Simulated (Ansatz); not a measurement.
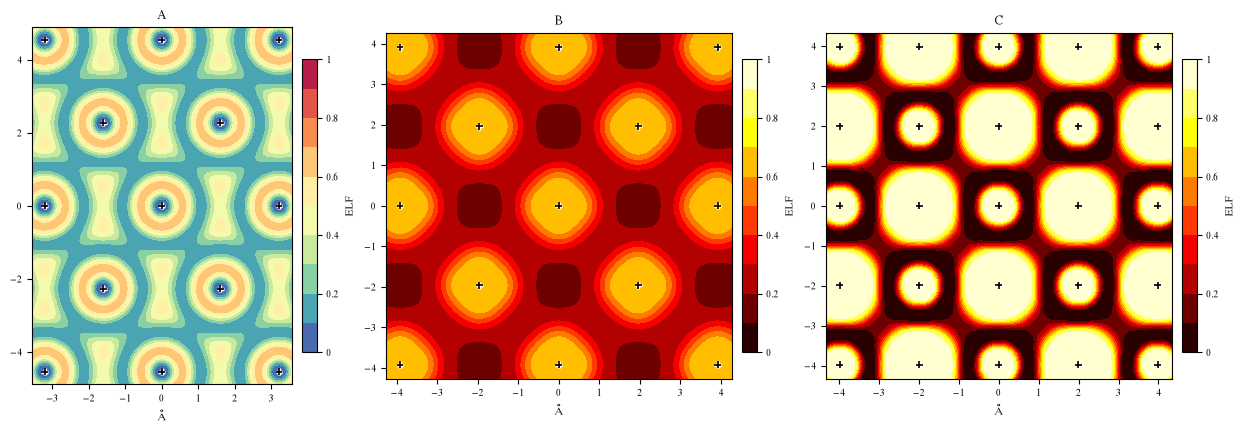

The ELF of 3 systems, each on a plane through atoms (crosses mark nuclei in the plane).

Level of theory: DFT PBEsol, scalar-relativistic, plane waves, PAW in Ansatz.

System 1: Pt, the (010) plane of the conventional cell. Space group Fm-3m.

```cif
data_structure
_symmetry_space_group_name_H-M 'P 1'
_symmetry_Int_Tables_number 1
_cell_length_a 3.9182
_cell_length_b 3.9182
_cell_length_c 3.9182
_cell_angle_alpha 90.000
_cell_angle_beta 90.000
_cell_angle_gamma 90.000
_cell_volume 60.15
loop_
_atom_site_label
_atom_site_type_symbol
_atom_site_fract_x
_atom_site_fract_y
_atom_site_fract_z
_atom_site_occupancy
Pt1 Pt 0.00000 0.00000 0.00000 1
Pt2 Pt 0.50000 0.50000 0.00000 1
Pt3 Pt 0.50000 0.00000 0.50000 1
Pt4 Pt 0.00000 0.50000 0.50000 1
```

System 2: LiH, the (100) plane of the conventional cell. Space group Fm-3m.

```
Li H
1.0
     3.98019    0.00000    0.00000
     0.00000    3.98019    0.00000
     0.00000    0.00000    3.98019
Li H
4 4
Cartesian
  0.0000 0.0000 0.0000
  1.9901 1.9901 0.0000
  1.9901 0.0000 1.9901
  0.0000 1.9901 1.9901
  1.9901 0.0000 0.0000
  0.0000 1.9901 0.0000
  0.0000 0.0000 1.9901
  1.9901 1.9901 1.9901
```

System 3: Ti, the (011) plane of the conventional cell. Space group Im-3m; computed without spin polarisation.

Which map belongs to which system?

Panel A is system 3, Ti: the plane holds Ti. Ti–Ti (2.78 Å): the ELF is about 0.20 at the midpoint (no localised pair shows between them). Panel B is system 1, Pt: the plane holds Pt. Pt–Pt (2.77 Å): the ELF is about 0.30 at the midpoint: no shared electron pair shows on this line. Panel C is system 2, LiH: the plane holds Li and H. Li–H (1.99 Å): the ELF climbs to about 1 towards the hydrogen; an ionic contact to a hydride ion.
